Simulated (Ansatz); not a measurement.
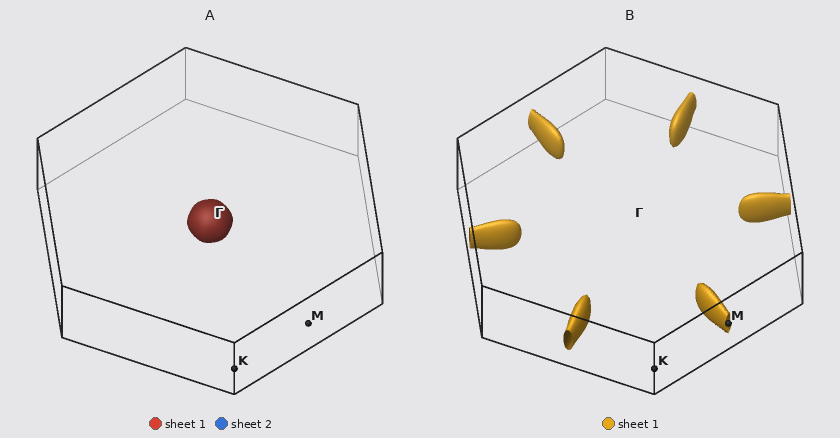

Constant-energy surfaces of C in space group P6_3/mmc near its two band edges (0.20 eV into the valence band, 0.10 eV into the conduction band), in unknown order.

Theory: Ansatz 0.2.0, DFT PBE, scalar-relativistic, plane waves, PAW; levels and slopes on a dense k mesh at the converged density. No spin polarisation. Mesh 42×42×12, interpolated with the band slopes. The geometry was not relaxed (largest force 0.3 eV/Å).

Masses come from a second pass at points close to the extrema; at the energies drawn a band may no longer be parabolic.

Which panel shows the holes and which the electrons?

A shows the valence band (holes), B the conduction band (electrons).

Describe the extrema and the gap.

Valence band (extrema up to 0.20 eV from the edge): one maximum at Γ, two bands meeting there, with masses of 0.28 and 0.78 mₑ along x, 0.28 and 0.78 mₑ along y and 0.67 mₑ along z. Band 16 forms the valence edge; band 15 meets it there.
Conduction band (extrema up to 0.10 eV from the edge): six equivalent minima on the Γ–M line, principal masses 0.20, 1.57 and 1.95 mₑ. Band 17 forms the conduction edge. The surfaces also take in M, where this band lies 0.05 eV above its edge, so they needn't be separate pockets.
The gap is indirect, 4.42 eV at this level of theory, which underestimates gaps and can reorder valleys that lie close.

Where one band's surface lies inside another's, the outer one hides all or part of it.

Spin-orbit coupling, left out here, can split bands that meet at an edge and change their masses.
